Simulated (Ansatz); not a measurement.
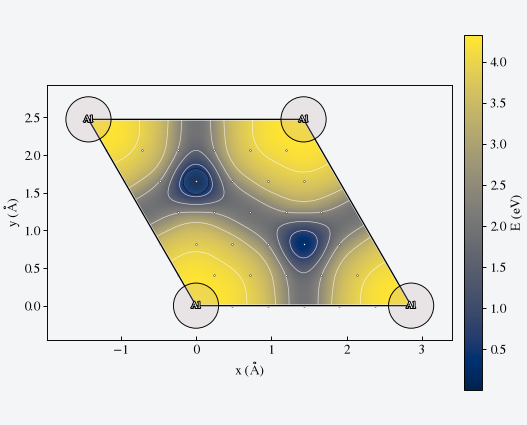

N on an Al(111) slab cut from the Fm-3m phase, its upper half relaxed before the scan (3 atoms of substrate and one adsorbate in a 1 × 1 cell). 
- N is moved over the surface cell; relaxed at each place: the height of the adsorbate's atoms; substrate rigid; the origin of the map has the adsorbate above Al3.
- Places are given modulo a cell vector. The map is drawn in real space over the plane of the surface.
- The grid has 6 × 6 points; 10 points were computed and 26 follow by symmetry.
- Energies: eV, counted from the lowest grid point.
- With one adsorbate in each 1 × 1 cell, its nearest image is 2.9 Å away, so neighbouring adsorbates interact.
- These are results of Ansatz, DFT PBE, scalar-relativistic, plane waves, PAW, not measurements. Settings: cutoff 420 eV, k-mesh 9×9×1, gaussian smearing 0.1 eV, no spin polarisation.

The picture shows a smooth colour map with a few white contour lines, dots at the grid points, labelled circles for the atoms of the top layer and small ones for the second layer, the outline of one cell of the plane. Between grid points the surface is interpolated.

The lowest grid point is at a threefold hollow over a second-layer Al atom, (2/6, 4/6) of the cell vectors. A higher local minimum lies near a threefold hollow over a third-layer Al atom, (4/6, 2/6) of the cell vectors (0.28 eV above the lowest at that grid point). The highest grid point, the top site over a surface Al atom, (0/6, 0/6) of the cell vectors, lies 4.32 eV above the lowest. On the interpolated surface the easiest way out of the lowest well to the well at a threefold hollow over a third-layer Al atom, (4/6, 2/6) of the cell vectors passes a barrier of about 1.9 eV. At the lowest point the adsorbate has 3 Al at 1.69 Å as nearest neighbours, at the highest 1 Al at 1.84 Å. Its relaxed height above the top atom is 0.36 Å at the lowest and 1.84 Å at the highest point.

N is replaced by O; all else is set up alike.

What will the new map look like?

Answer. The minimum (interpolated where it lies between grid points) moves from a threefold hollow over a second-layer Al atom, (2/6, 4/6) of the cell vectors to a threefold hollow over a third-layer Al atom, (4/6, 2/6) of the cell vectors. The span from the lowest to the highest grid point grows from 4.32 to 4.53 eV. The easiest pass out of the lowest well goes from about 1.9 to about 1.1 eV on the interpolated surfaces. Higher wells of the new map: a threefold hollow over a second-layer Al atom, (2/6, 4/6) of the cell vectors, 0.17 eV up (that grid point lay 0.00 eV up before). In the new map: at the lowest point the adsorbate has 3 Al at 1.80 Å as nearest neighbours, at the highest 1 Al at 1.68 Å. Its relaxed height above the top atom is 0.73 Å at the lowest and 1.68 Å at the highest point.

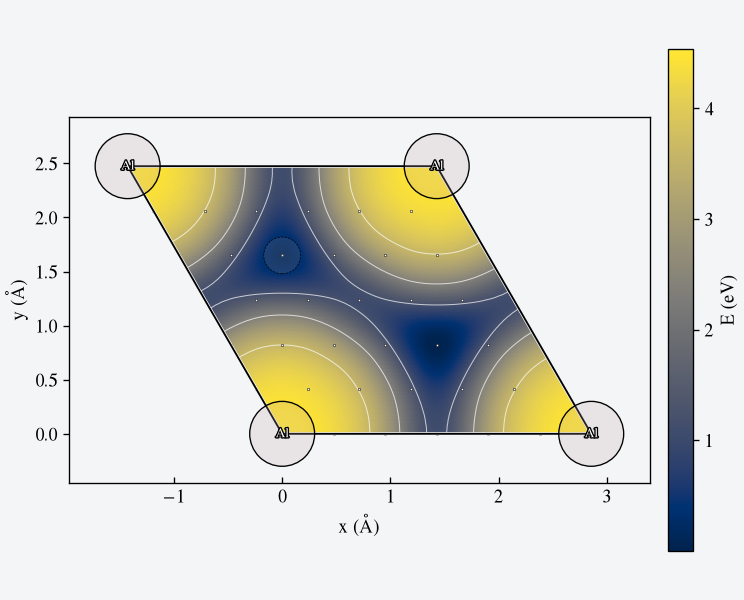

The map after the change, on a colour scale of its own. Drawn: a smooth colour map with a few white contour lines, dots at the grid points, labelled circles for the atoms of the top layer and small ones for the second layer, the outline of one cell of the plane. Between grid points the surface is interpolated.
